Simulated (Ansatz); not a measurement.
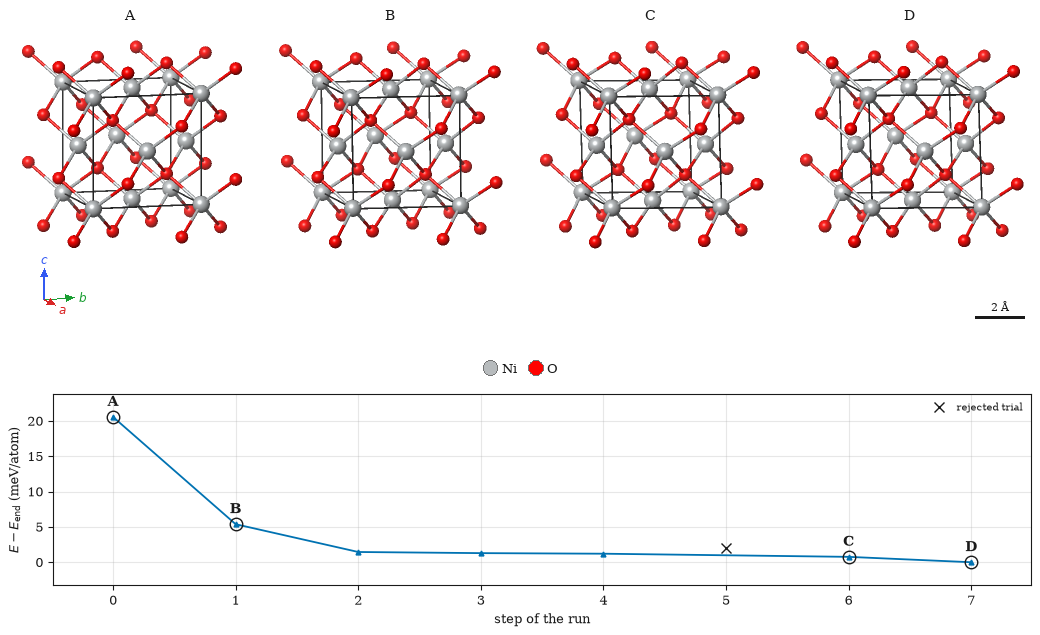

Frames of a relaxation of a crystal of NiO (built on the zincblende type), marked on the history of the run. A ball-and-stick model of the conventional cell (2 times the calculation's cell), seen slightly off an axis. Lengths and directions refer to the drawn axes.

Method: DFT PBE+U, scalar-relativistic, plane waves, PAW in Ansatz.

Input file:
```yaml
crystal:
  lattice:
    - [0.0, 2.3247345634, 2.3247345634]
    - [4.6494691268, 2.3247345634, 2.3247345634]
    - [4.6494691268, 4.6494691268, 0.0]
  atoms:
    - { symbol: Ni, position: [0.0, 0.0, 0.0], spin: 1.86 }
    - { symbol: O, position: [0.25, 0.25, 0.0] }
    - { symbol: Ni, position: [0.0, 0.0, 0.5], spin: -1.86 }
    - { symbol: O, position: [0.25, 0.25, 0.5] }
basis:
  ecutwfc: 420
  ecutrho_ratio: 4
kpoints:
  mp_grid: { grid: [10, 10, 5] }
hamiltonian:
  xc: pbe
  hubbard: { sites: [{ species: Ni, l: d, u_eff: 6.2 }] }
scf:
  occupations: { method: gaussian, width: 0.05 }
  lower_state_search: "off"
output:
  forces: true
  stress: true
  eigenvalues: true
  populations: true
magnetization:
  spin_polarized: true
relax:
  f_tol: 0.01
  max_steps: 40
  cell: { stress_tol: 0.1, fix: [volume] }
checkpoint:
  read: start.run
  write: ck
  compress: false
  write_wavefunctions: false
  write_every: 100000
```

Launched with:
```bash
ansatz run input.yaml --threads 2 --pin off --max-ram 2662MiB --backend cpu --events-out ev --progress --plain --runs-dir out
```

What happens along the run?

Answer. The run was cut off at its time limit before the relaxation converged, so the last structure is only a point on the way. After 6 accepted moves (7 points after the start) the energy has fallen by 20.6 meV per atom. The largest force component goes from 0.41 to 0.14 eV/Å. The pressure goes from −0.62 to −1.80 GPa. The line search rejected the trial step at point 5 of the run. The largest moves relative to the cell, 0.074 Å, are those of O2 and O4. O2 goes roughly along [1 1 −1]. Largest moves by element: O 0.074 Å, Ni 0.036 Å. The drawn cell changes at constant volume: a 4.649 → 4.495 Å (−3.3 %), b = c 4.649 → 4.734 Å (+1.8 %), α 90.0° → 93.8°. Near-neighbour distances that change, for instance: Ni1–O4 2.013 → 2.071 Å, Ni1–O4 (another image) 2.013 → 1.983 Å, Ni1–O2 2.013 → 2.009 Å. Bond angles that change, for instance: Ni3–O2–Ni3 109.5° → 117.0°, O4–Ni1–O4 109.5° → 117.0°, Ni1–O2–Ni3 109.5° → 105.5°. The space group (tolerance 0.01 Å) goes from F-43m (No. 216) to Pmn2_1 (No. 31). From step 0 to 1: O atoms move most (0.05 Å), energy −15.2 meV per atom. From step 1 to 6: O atoms move most (0.03 Å), energy −4.6 meV per atom. From step 6 to 7: Ni atoms move most (0.02 Å), energy −0.8 meV per atom.

| step | E − E(0), meV/atom | largest force component, eV/Å | pressure, GPa | note |
| --- | --- | --- | --- | --- |
| 0 | 0.00 | 0.4079 | -0.62 |  |
| 1 | -15.18 | 0.2104 | -1.16 |  |
| 2 | -19.11 | 0.0329 | -1.91 |  |
| 3 | -19.27 | 0.0171 | -1.78 |  |
| 4 | -19.35 | 0.0094 | -1.74 |  |
| 5 | -18.59 | 0.2336 | -1.74 | rejected |
| 6 | -19.80 | 0.0650 | -1.69 |  |
| 7 | -20.56 | 0.1411 | -1.80 |  |
